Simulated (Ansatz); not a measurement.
## Electronic structure of SiO in real space

```xyz
2
Lattice="2.8070 0.0000 0.0000 0.0000 2.8070 0.0000 0.0000 0.0000 2.8350" Properties=species:S:1:pos:R:3 pbc="T T T"
Si    0.0000    0.0000    0.0000
O     1.4035    1.4035    1.4175
```

Space group P4/mmm; a generated structure, not necessarily the stable one.

These are results of Kohn-Sham DFT of a periodic cell, PBE, Ansatz PAW in Ansatz, not measurements.

The density is the valence pseudo-density of a PAW calculation; it isn't the true density close to the nuclei.

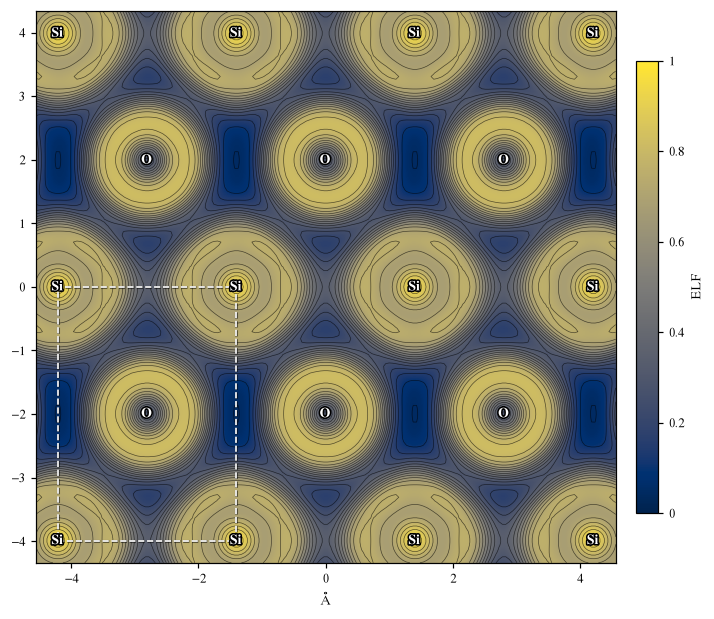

Figure 1. ELF on the (101) plane of the conventional cell.

Q: What do the fields say about this system?

A:
- The section cuts through Si and O sites.
- Si–O (2.44 Å): the ELF is about 0.30 at the midpoint (no shared electron pair shows on this line).

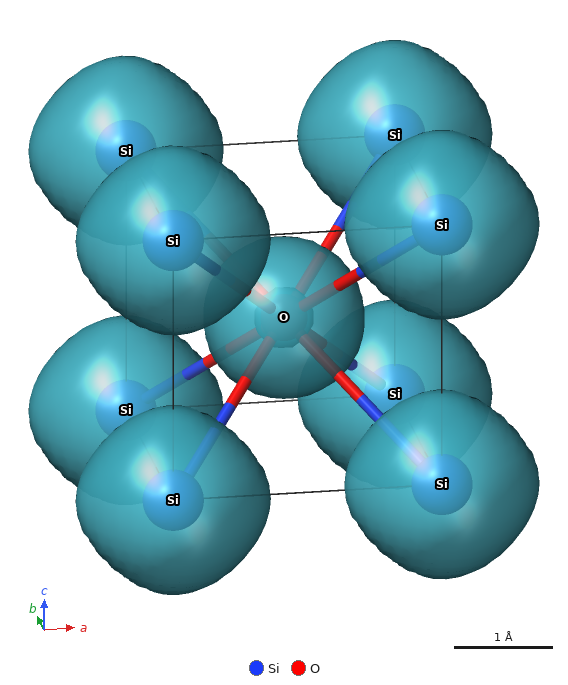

Figure 2. Isosurface of the ELF at 0.65 (cyan), seen at an oblique angle. Core shells and regions of very low density are left out. Sticks mark near contacts.

Q: Where are the electrons localised?

A: The ELF exceeds this value in one region wrapped around O (its valence shell) and one region wrapped around Si (its valence shell), counted in one cell of 2 atoms. Regions shared between cells count once.

Q: Metal or insulator at this level of theory?

A: It is metallic or semimetallic at this level of theory: no gap opens.
